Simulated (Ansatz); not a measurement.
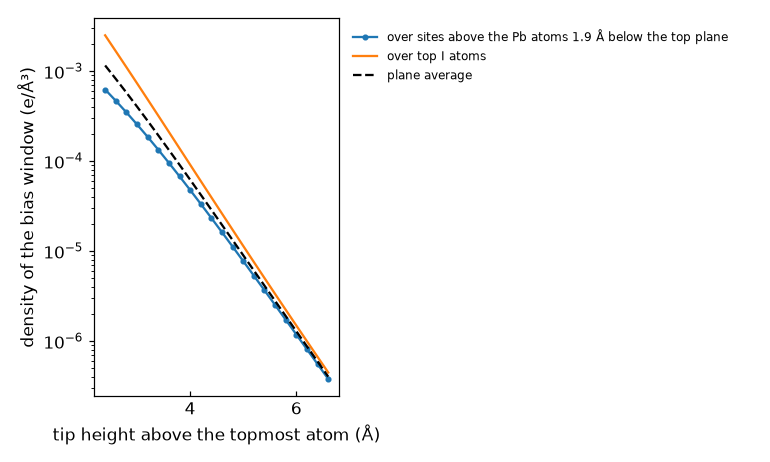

Approach curves over monolayer PbI2 at a sample bias of +2.50 V.

Tersoff–Hamann simulation (s-wave tip); biases are sample biases. Zero bias is put in the middle of the gap by convention. Bias windows are sharp sums over the levels of the k mesh.

All numbers here come from Ansatz 0.2.0, DFT PBE+D3(BJ), scalar-relativistic, plane waves, PAW. Cutoff 420 eV, 21 × 21 k-points, Gaussian smearing 0.05 eV, dipole correction. No spin polarisation. Spin–orbit coupling is left out; with I and Pb it can shift levels and gaps. The semilocal functional makes this wide gap too small, and with it the biases at which current sets in. The run warns that the functional's potential is rough in the thin density of the vacuum, where the tip is; weak contrasts and barriers may feel it.

**Estimate the decay constant and the apparent barrier, and compare with the vacuum level, which the run puts 5.04 eV above zero bias.**

Near 4 Å the plane average falls as exp(−1.91 z/Å), a factor of 6.8 per ångström, which gives an apparent barrier of 3.5 eV (0.952 eV Å² times the slope squared). The upper edge of the window lies 2.54 eV under the vacuum level. The apparent barrier is above 2.54 eV. At 4 Å the 0.60 eV of states nearest the upper edge carry 86 % of the density.
